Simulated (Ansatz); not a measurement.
## Geometry relaxation of SiO$_{2}$ (part 2 of 2)

The same run, continued: SiO$_{2}$ (P4₂/mnm, 6 atoms in the cell); DFT, LDA, plane waves, PAW, no spin polarisation (Ansatz 0.2.0); cutoff 420 eV, 4×4×7 k-mesh, Fermi–Dirac smearing. The structure derives from an entry of the Crystallography Open Database. Some settings of this run were made unusual or wrong on purpose.

Geometry of the input (Å; fractional positions):
```
4.1893  0.0000  0.0000
0.0000  4.1893  0.0000
0.0000  0.0000  2.6702
Si 0.0000  0.0000  0.0000
Si 0.5000  0.5000  0.5000
O  0.3059  0.3059  0.0000
O  0.1941  0.8059  0.5000
O  0.6941  0.6941  0.0000
O  0.8059  0.1941  0.5000
```

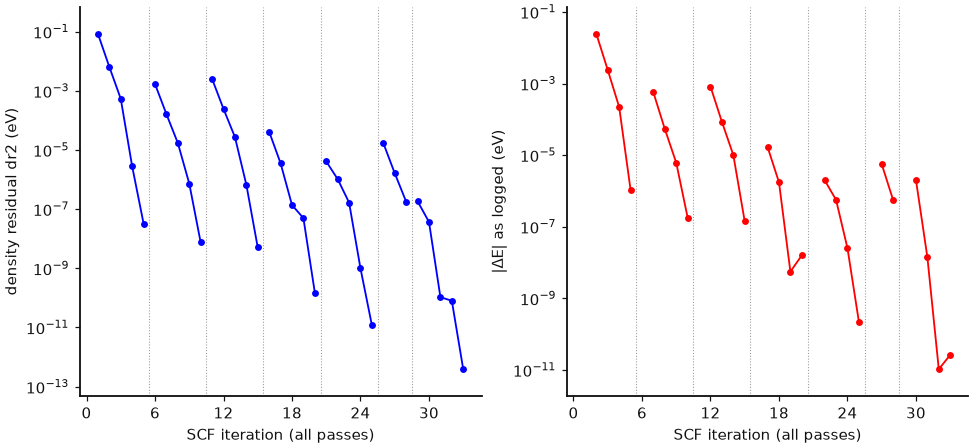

Figure 1. Convergence of the self-consistent field: density residual dr2 and size of the energy change against the SCF iteration. The dotted lines part the SCF passes of the relaxation: geometry steps, rejected trials and re-solves on a re-selected basis. The 7 passes take 3 to 5 iterations each, 33 in all.

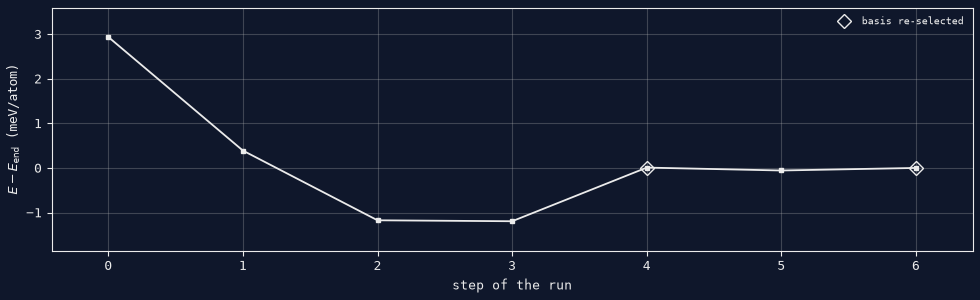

Figure 2. Progress of the relaxation, step by step (the first geometry is step 0 here and step 1 in the log).

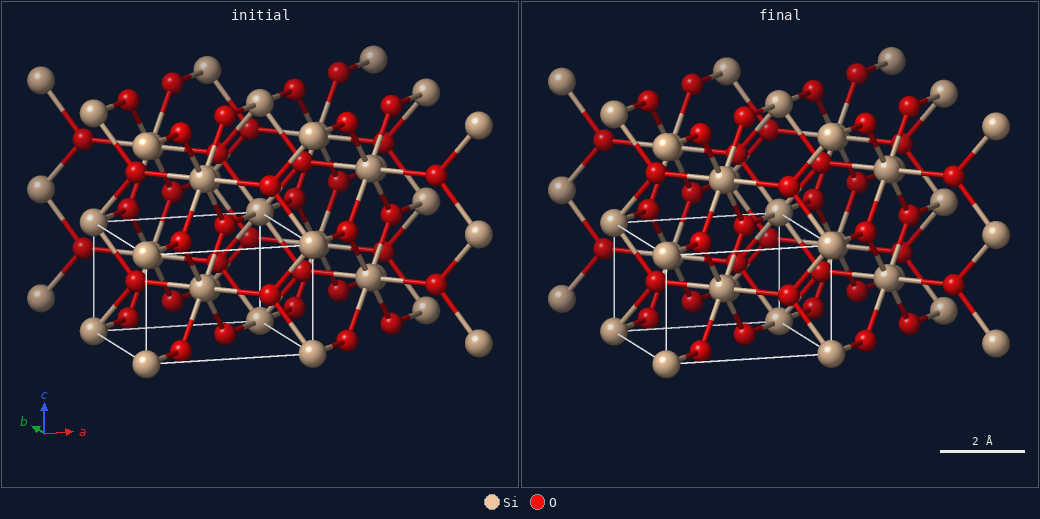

Figure 3. Before (left) and after (right) the relaxation, at one scale (ball-and-stick view of the cell of the calculation, repeated 2 × 2 × 2, seen slightly off an axis). The atoms keep their places relative to the cell (all moves are under 0.005 Å). The drawn cell changes as follows: a = b 4.189 → 4.155 Å (−0.8 %), c 2.670 → 2.661 Å (−0.3 %); the volume changes by −2.0 %. Distances before and after: Si1–O3 1.812 → 1.796 Å, Si1–O4 1.762 → 1.754 Å. The space group stays P4_2/mnm (No. 136). The energy falls by 3.0 meV per atom in 4 geometry steps. The largest force component goes from 0.07 to 0.00021 eV/Å. The pressure goes from −6.01 to −0.01 GPa. The basis was re-selected once at an unchanged geometry, which shifts the energy a little without any move. The energy change given includes the shifts at the re-selections in mid-walk, which come without any move. A last SCF at the same geometry on a re-selected plane-wave basis shifts the energy by +0.1 meV per atom. (Atoms are counted from 1 in the order of the input.)

```
basis re-selected at this cell: Δ(F+E_penalty+E_count) = +3.440e-4 eV, ΔP = -0.004 GPa vs the last step (what re-selecting the basis moved, of the pressure what is left beyond the Pulay correction that the steps carried, after the strain that the cell walked since its last selection, with what the two solves' SCF thresholds leave and, on support functions, any second-order correction that the steps lacked; it is no measure of the basis error at this ecutwfc). This SCF's stress stands 1.30e-2 GPa from its target on what of the cell is left free (relax.cell.stress_tol is 5.00e-2 GPa) and its largest allowed force component is 2.15e-4 eV/Å (relax.f_tol is 1.00e-2 eV/Å): within both
SCF converged after 5 iterations
Free energy (F): -3445.423582 eV
Harris-Foulkes:  -3445.423582 eV  (|F-HF|=0.00e0)
Internal energy: -3445.423582 eV  (E = F + TS)
E sigma→0 (E₀):  -3445.423582 eV
Fermi energy:    13.430260 eV
--- Per-component energies (eV) ---
  E_band       = 62.868920
  E_kinetic    = 812.643456
  E_local      = -1209.590337  (includes V_loc(G=0)·N_el)
  E_nonlocal   = 246.860877
  E_hartree    = 424.432372
  E_xc         = -407.026325
  E_vxc        = -477.424748  (∫ρ·V_xc dr)
  E_paw        = -1565.420694  (= ΣΔE_a)
  E_vpaw       = -158.495348  (= ΣTr[D̂ρ^β])
  E_aug_tail   = 0.010284  (compensation charges beyond the density's cutoff)
  E_ewald      = -1747.889563
  E_core_change = 0.556347  (= ΣΔE_core)
  E_smearing   = -0.000000  (= −TS)
  E_closure    = 0.000000  (closes the sum)
  Σ components = -3445.423582   (vs F -3445.423582, Δ=0.00e0)
--- Forces (eV/Å), atoms counted from 1 ---
  atom   1  Si     0.00000000    -0.00000000     0.00000000
  atom   2  Si     0.00000000    -0.00000000     0.00000000
  atom   3  O      0.00021480     0.00021480     0.00000000
  atom   4  O     -0.00021480     0.00021480     0.00000000
  atom   5  O     -0.00021480    -0.00021480     0.00000000
  atom   6  O      0.00021480    -0.00021480     0.00000000
  max |Σ_I F_I| component: 4.34e-19 eV/Å
--- Stress (GPa, compression-positive) ---
       -0.010691       0.000000       0.000000
        0.000000      -0.010691       0.000000
        0.000000       0.000000      -0.013042
  P = ⅓ Tr σ = -0.0115 GPa (-0.115 kbar)
--- Band table (eV; the first three rows and the last of 24) ---
  k-point 0: bands = ["-12.0307", "-8.2204", "-8.2204", "-7.9506", "-0.5030", "3.9444", "3.9444", "4.0079", "4.9733", "5.3034", "7.2956", "7.2956", "7.9618", "9.6097", "9.6097", "10.5167", "16.3250", "16.9802", "18.9126", "18.9126", "21.2884", "21.9988"]
  k-point 1: bands = ["-11.7521", "-8.0776", "-8.0776", "-7.9244", "-0.4108", "4.1729", "4.1729", "4.2688", "4.3118", "4.8917", "6.4112", "6.4112", "7.0958", "9.4012", "9.4012", "10.2518", "17.1954", "18.3968", "20.0500", "20.0500", "20.5195", "22.9610"]
  k-point 2: bands = ["-10.9615", "-8.0417", "-7.7282", "-7.7282", "-0.2178", "3.4426", "3.4457", "4.6771", "4.6771", "4.8906", "4.8906", "5.1876", "5.7940", "8.7596", "8.7596", "9.4081", "18.2791", "20.6632", "20.7466", "22.2211", "22.2211", "24.2220"]
  k-point 23: bands = ["-8.9229", "-8.9229", "-7.6820", "-7.6820", "-0.2812", "-0.2812", "2.2733", "2.2733", "5.8597", "5.8597", "5.9026", "5.9026", "8.7432", "8.7432", "8.8737", "8.8737", "17.8262", "17.8262", "21.4464", "21.4464", "22.1300", "22.1300"]
--- Relaxed structure (5 steps of the walk, 5 accepted, 2 SCFs on fresh bases) ---
  F+E_penalty+E_count = -3445.42358168 eV   max|allowed force component| = 2.148e-4 eV/Å   (the final SCF, on the basis selected at the relaxed cell)
  cell:  # Å, volume = 45.9458 Å³
    - [4.154935405304193, 2.3428008293927712e-34, 0.0]
    - [6.818599428829707e-34, 4.154935405304193, 0.0]
    - [0.0, 0.0, 2.6614451439160813]
  atoms:
    - { symbol: Si, position: [2.5880342480734358e-20, 1.2940171240367191e-20, 0.0] }
    - { symbol: Si, position: [0.5000000000000001, 0.5000000000000001, 0.5] }
    - { symbol: O, position: [0.30558010078947084, 0.30558010078947084, 0.0] }
    - { symbol: O, position: [0.19441989921052927, 0.8055801007894706, 0.5] }
    - { symbol: O, position: [0.6944198992105293, 0.6944198992105293, 0.0] }
    - { symbol: O, position: [0.8055801007894706, 0.19441989921052927, 0.5] }
```

Trajectory as extended XYZ (Å, eV, eV/Å), 7 frames, from step=1 to step=7
```
6
Lattice="4.1893 0.0000 0.0000 0.0000 4.1893 0.0000 0.0000 0.0000 2.6702" Properties=species:S:1:pos:R:3:forces:R:3 step=1 energy=-3445.40597 pressure_GPa=-6.01
Si    0.0000    0.0000    0.0000    0.0000   0.0000   0.0000
Si    2.0946    2.0946    1.3351    0.0000   0.0000   0.0000
O     1.2815    1.2815    0.0000    0.0699   0.0699   0.0000
O     0.8131    3.3761    1.3351   -0.0699   0.0699   0.0000
O     2.9078    2.9078    0.0000   -0.0699  -0.0699   0.0000
O     3.3761    0.8131    1.3351    0.0699  -0.0699   0.0000
6
Lattice="4.1739 0.0000 0.0000 0.0000 4.1739 0.0000 0.0000 0.0000 2.6675" Properties=species:S:1:pos:R:3:forces:R:3 step=2 energy=-3445.42125 pressure_GPa=-3.30
Si    0.0000    0.0000    0.0000    0.0000   0.0000   0.0000
Si    2.0869    2.0869    1.3338    0.0000   0.0000   0.0000
O     1.2773    1.2773    0.0000    0.0022   0.0022   0.0000
O     0.8096    3.3643    1.3338   -0.0022   0.0022   0.0000
O     2.8966    2.8966    0.0000   -0.0022  -0.0022   0.0000
O     3.3643    0.8096    1.3338    0.0022  -0.0022   0.0000
6
Lattice="4.1568 0.0000 0.0000 0.0000 4.1568 0.0000 0.0000 0.0000 2.6617" Properties=species:S:1:pos:R:3:forces:R:3 step=3 energy=-3445.43062 pressure_GPa=0.06
Si    0.0000    0.0000    0.0000    0.0000   0.0000   0.0000
Si    2.0784    2.0784    1.3308    0.0000   0.0000   0.0000
O     1.2711    1.2711    0.0000   -0.0232  -0.0232   0.0000
O     0.8073    3.3495    1.3308    0.0232  -0.0232   0.0000
O     2.8857    2.8857    0.0000    0.0232   0.0232   0.0000
O     3.3495    0.8073    1.3308   -0.0232   0.0232   0.0000
6
Lattice="4.1563 0.0000 0.0000 0.0000 4.1563 0.0000 0.0000 0.0000 2.6620" Properties=species:S:1:pos:R:3:forces:R:3 step=4 energy=-3445.43075 pressure_GPa=-0.00
Si    0.0000    0.0000    0.0000    0.0000   0.0000   0.0000
Si    2.0781    2.0781    1.3310    0.0000   0.0000   0.0000
O     1.2701    1.2701    0.0000    0.0019   0.0019   0.0000
O     0.8080    3.3483    1.3310   -0.0019   0.0019   0.0000
O     2.8861    2.8861    0.0000   -0.0019  -0.0019   0.0000
O     3.3483    0.8080    1.3310    0.0019  -0.0019   0.0000
6
Lattice="4.1563 0.0000 0.0000 0.0000 4.1563 0.0000 0.0000 0.0000 2.6620" Properties=species:S:1:pos:R:3:forces:R:3 step=5 energy=-3445.42353 pressure_GPa=-0.28
Si    0.0000    0.0000    0.0000    0.0000   0.0000   0.0000
Si    2.0781    2.0781    1.3310    0.0000   0.0000   0.0000
O     1.2701    1.2701    0.0000    0.0020   0.0020   0.0000
O     0.8080    3.3483    1.3310   -0.0020   0.0020   0.0000
O     2.8861    2.8861    0.0000   -0.0020  -0.0020   0.0000
O     3.3483    0.8080    1.3310    0.0020  -0.0020   0.0000
6
Lattice="4.1549 0.0000 0.0000 0.0000 4.1549 0.0000 0.0000 0.0000 2.6614" Properties=species:S:1:pos:R:3:forces:R:3 step=6 energy=-3445.42393 pressure_GPa=-0.01
Si    0.0000    0.0000    0.0000    0.0000   0.0000   0.0000
Si    2.0775    2.0775    1.3307    0.0000   0.0000   0.0000
O     1.2697    1.2697    0.0000    0.0002   0.0002   0.0000
O     0.8078    3.3471    1.3307   -0.0002   0.0002   0.0000
O     2.8853    2.8853    0.0000   -0.0002  -0.0002   0.0000
O     3.3471    0.8078    1.3307    0.0002  -0.0002   0.0000
6
Lattice="4.1549 0.0000 0.0000 0.0000 4.1549 0.0000 0.0000 0.0000 2.6614" Properties=species:S:1:pos:R:3:forces:R:3 step=7 energy=-3445.42358 pressure_GPa=-0.01
Si    0.0000    0.0000    0.0000    0.0000   0.0000   0.0000
Si    2.0775    2.0775    1.3307    0.0000   0.0000   0.0000
O     1.2697    1.2697    0.0000    0.0002   0.0002   0.0000
O     0.8078    3.3471    1.3307   -0.0002   0.0002   0.0000
O     2.8853    2.8853    0.0000   -0.0002  -0.0002   0.0000
O     3.3471    0.8078    1.3307    0.0002  -0.0002   0.0000
```

Outcome

| quantity | value |
| --- | --- |
| outcome | converged |
| space group (tolerance 0.01 Å) | P4₂/mnm (136) |
| electrons treated | 32 |
| free energy | −3445.4236 eV |
| Fermi energy | 13.430 eV |
| gap on the k-point mesh | 5.81 eV |
| pressure | −0.01 GPa |
| final volume | 45.95 Å³ |
| largest force (length of the vector) at the end | under 0.001 eV/Å |
| final cell | a = 4.155 Å, b = 4.155 Å, c = 2.661 Å, α = 90.00°, β = 90.00°, γ = 90.00° |
| wall time | 10 s |
| peak memory | 0.35 GiB |

Notes

A setting was made wrong on purpose: too few SCF iterations. It did no harm here: the run converged, and such a setting steers only the path.
